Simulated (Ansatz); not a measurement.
Take the following structure.

```
Ti O
1.0
     3.78710    0.00000    0.00000
     0.00000    3.78710    0.00000
     0.00000    0.00000    9.57384
Ti O
4 8
Cartesian
  0.0000 1.8936 2.3935
  1.8936 1.8936 4.7869
  1.8936 0.0000 7.1804
  0.0000 0.0000 0.0000
  0.0000 1.8936 4.3854
  1.8936 1.8936 2.7950
  1.8936 0.0000 5.1885
  0.0000 0.0000 1.9919
  1.8936 0.0000 9.1723
  0.0000 0.0000 7.5819
  0.0000 1.8936 0.4015
  1.8936 1.8936 6.7788
```

Say what kind of structure these coordinates give.

Answer. The formula is TiO₂. The structure has I4_1/amd (No. 141) symmetry and a body-centred tetragonal lattice. In terms of structure types, this is anatase. It has 12 atoms to the cell (4 Ti, 8 O). The polyhedra are TiO6 octahedra; they share corners and edges. About every Ti there are six O in a distorted octahedral arrangement at 1.94 to 1.99 Å. O is linked to three Ti at 1.94 to 1.99 Å. Not all metal-metal contacts are counted. The bonds build a three-dimensional framework.

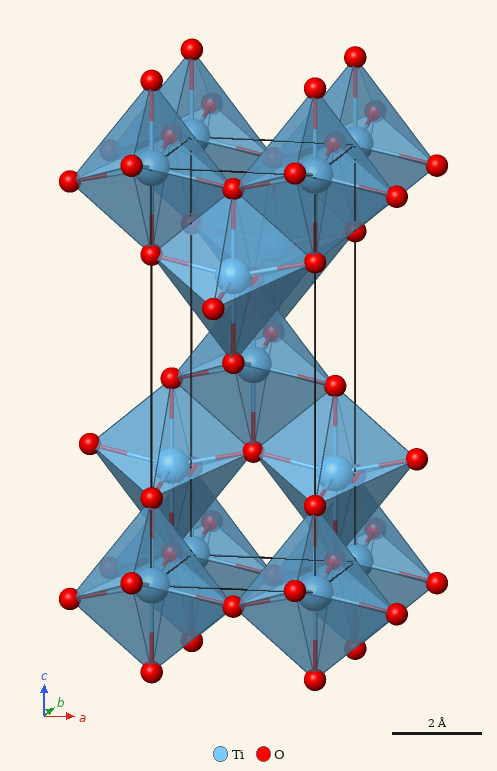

Crystal structure, polyhedral style, seen slightly off an axis. One conventional unit cell is framed, with atoms on its boundary repeated. A few atoms beyond the faces are included. Colours: titanium blue, oxygen red.

It goes back to a structure listed in the Materials Project. The final geometry of a relaxation with DFT PBE+D3(BJ), scalar-relativistic, plane waves, PAW in Ansatz 0.2.0 is shown.
